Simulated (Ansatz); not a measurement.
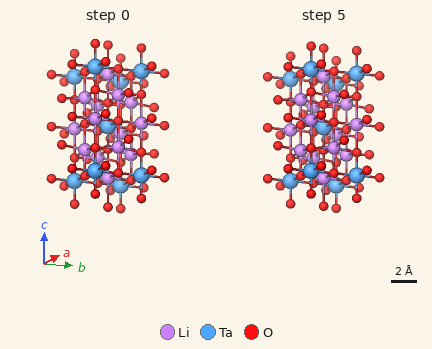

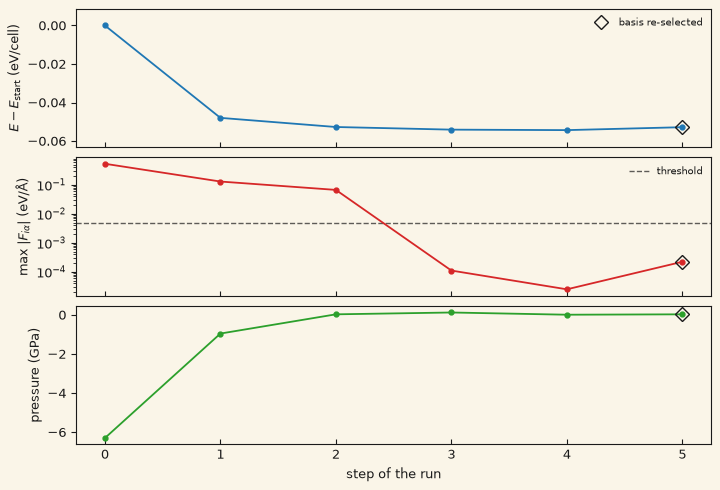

First and last geometry of a relaxation of crystalline Li$_{3}$TaO$_{4}$ (set up in I4/mmm), with the history of the run. The picture is a ball-and-stick view of the conventional cell (2 times the calculation's cell), seen from a free direction. Lengths and directions refer to the drawn axes.

Theory: Ansatz, DFT r2SCAN, scalar-relativistic, plane waves, PAW.

The input:
```yaml
crystal:
  lattice:
    - [-2.064795, 2.064795, 4.358979]
    - [2.064795, -2.064795, 4.358979]
    - [2.064795, 2.064795, -4.358979]
  atoms:
    - { symbol: Li, position: [0.5, 0.5, 0.0] }
    - { symbol: Li, position: [0.25, 0.75, 0.5] }
    - { symbol: Li, position: [0.75, 0.25, 0.5] }
    - { symbol: Ta, position: [0.0, 0.0, 0.0] }
    - { symbol: O, position: [0.0, 0.5, 0.5] }
    - { symbol: O, position: [0.777859, 0.777859, 0.0] }
    - { symbol: O, position: [0.5, 0.0, 0.5] }
    - { symbol: O, position: [0.222141, 0.222141, 0.0] }
basis:
  ecutwfc: 500
kpoints:
  mp_grid: { grid: [10, 10, 10] }
hamiltonian:
  xc: r2scan
scf:
  occupations: { method: gaussian, width: 0.02 }
output:
  forces: true
  stress: true
  eigenvalues: true
relax:
  adjacent_minimum: "off"
  f_tol: 0.005
  max_steps: 80
  cell: { stress_tol: 0.05 }
```

Run as
```bash
ansatz run input.yaml --threads 2 --pin off --max-ram 5120MiB --backend cpu --events-out ev --progress --plain --runs-dir out
```

Q: Read the history and describe the run.

A: It converged. The largest moves relative to the cell, 0.024 Å, are those of O6 and O8. O8 goes along +c. Ta and Li stay in place. The volume changes by −4.2 %, with a = b 4.130 → 4.088 Å (−1.0 %), c 8.718 → 8.522 Å (−2.3 %). Some distances before and after: Li1–O6 2.422 → 2.344 Å, Li2–Ta4 3.002 → 2.952 Å, Li2–O5 2.179 → 2.130 Å, Li1–Ta4 2.920 → 2.891 Å. The space group stays I4/mmm (No. 139). After 4 accepted moves (5 points after the start) the energy has fallen by 52.8 meV per cell of the calculation. Largest force component: 0.54 eV/Å at the start, 0.00022 eV/Å at the end. The pressure goes from −6.30 to 0.03 GPa. The SCF was repeated once at an unchanged geometry on a basis and grid sized afresh for the cell, which shifted the energy by 1.5 meV per cell of the calculation at most.

| step | E − E(0), meV/atom | largest force component, eV/Å | pressure, GPa | volume, Å³/atom | note |
| --- | --- | --- | --- | --- | --- |
| 0 | 0.00 | 0.5363 | -6.30 | 9.292 |  |
| 1 | -6.00 | 0.1307 | -0.96 | 9.047 |  |
| 2 | -6.59 | 0.0672 | 0.03 | 8.954 |  |
| 3 | -6.76 | 0.0001 | 0.12 | 8.910 |  |
| 4 | -6.79 | 0.0000 | 0.01 | 8.901 |  |
| 5 | -6.60 | 0.0002 | 0.03 | 8.901 | same geometry, new basis |
